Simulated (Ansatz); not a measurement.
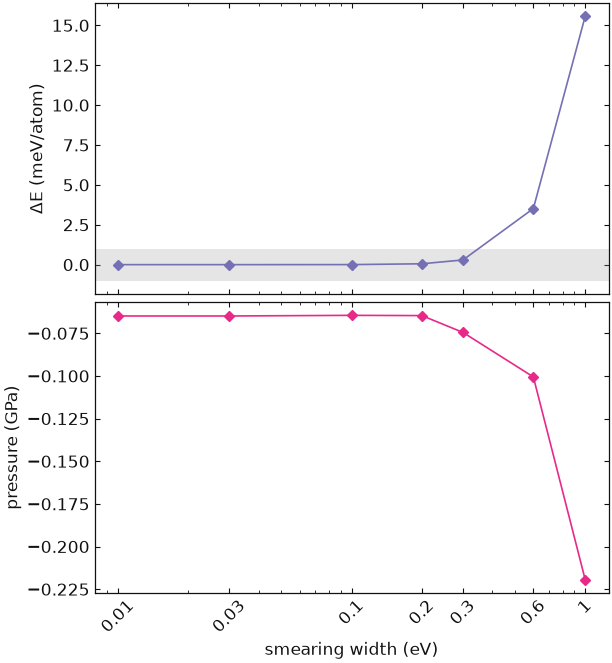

One cell, run at 7 values of the smearing width.
System: P (Cmce, 4 atoms in the cell).
Method: DFT, r2SCAN, plane waves (500 eV) with PAW, scalar-relativistic (Ansatz 0.2.0); 10×10×7 k-mesh, Methfessel–Paxton smearing.
ΔE is the free energy less its value at the smallest setting, 0.01 eV.
Dashed lines or grey bands mark the tolerance: 1 meV/atom.

What is enough for the free energy to 1 meV/atom?

The free energy is within 1 meV/atom of the smallest setting's value from 0.3 eV down. It is off by +16 meV/atom at 1 eV and +3.5 meV/atom at 0.6 eV.

How does the pressure behave (tolerance 0.1 GPa)?

The pressure is within 0.1 GPa of the smallest setting's value from 0.6 eV down. It is −0.22 GPa at 1 eV and −0.06 GPa at 0.01 eV.
